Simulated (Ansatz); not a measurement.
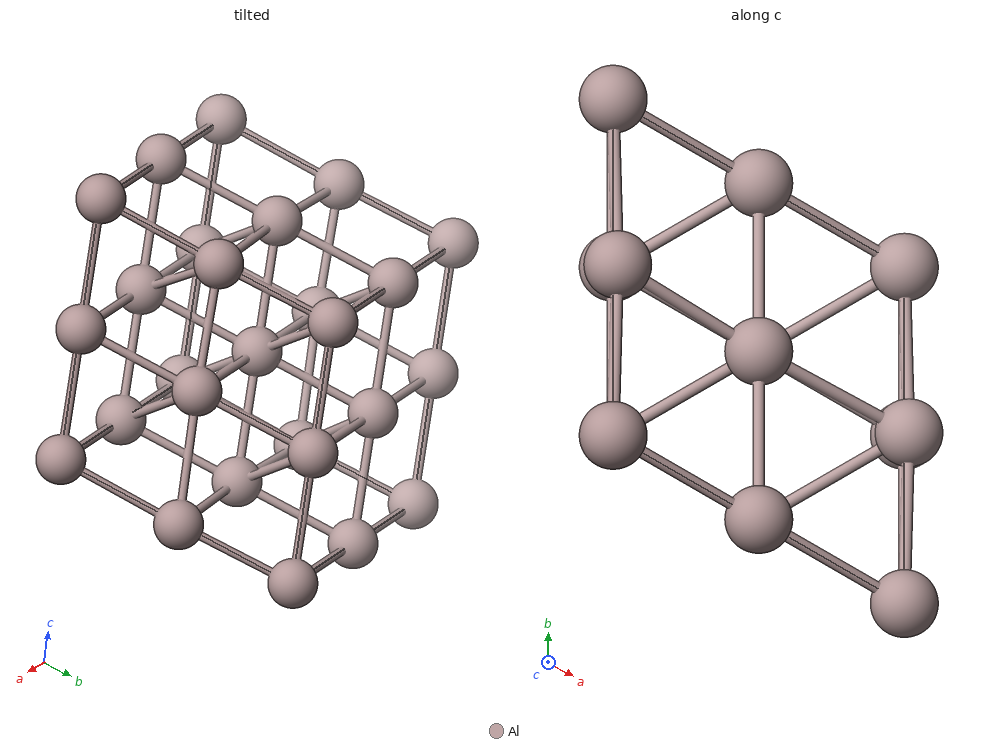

This ball-and-stick model is shown slightly off an axis and along the c axis. Lines trace the edges of the simulation cell.

Full input:
```yaml
crystal:
  lattice:
    - [3.1887371512, 3.1887371512, -3.1887371512]
    - [-3.1887371512, -3.1887371512, -3.1887371512]
    - [-3.1887371512, 3.1887371512, 3.1887371512]
  atoms:
    - { symbol: Al, position: [0.0156801886, 0.5156801886, 0.0] }
    - { symbol: Al, position: [0.5, 0.5, 0.0] }
    - { symbol: Al, position: [0.0, 0.5, 0.5] }
    - { symbol: Al, position: [0.5, 0.5, 0.5] }
    - { symbol: Al, position: [0.0, 0.0, 0.0] }
    - { symbol: Al, position: [0.5, 0.0, 0.0] }
    - { symbol: Al, position: [0.0, 0.0, 0.5] }
    - { symbol: Al, position: [0.5, 0.0, 0.5] }
basis:
  ecutwfc: 500
kpoints:
  mp_grid: { grid: [14, 14, 14] }
hamiltonian:
  xc: r2scan
scf:
  occupations: { method: gaussian, width: 0.15 }
output:
  forces: true
  stress: true
  eigenvalues: true
```
Run as:
```sh
ansatz run input.yaml --threads 1 --pin off --max-ram 2560MiB --backend cpu --events-out ev --progress --plain --runs-dir out
```

Level of theory: Ansatz 0.2.0, DFT r2SCAN, scalar-relativistic, plane waves, PAW. Settings were plane waves up to 500 eV, a 14×14×14 mesh of k-points, Gaussian smearing of 0.15 eV, no spin polarisation.

Is it conducting or gapped at this level?

A metal: bands cross the Fermi level.

How far is the cell from zero pressure?

The computed pressure is 0.0 GPa, close to zero.

Provenance: a structure listed in the Materials Project. The cell was then strained or its atoms displaced on purpose. Ansatz was used for an electronic-structure calculation on it.
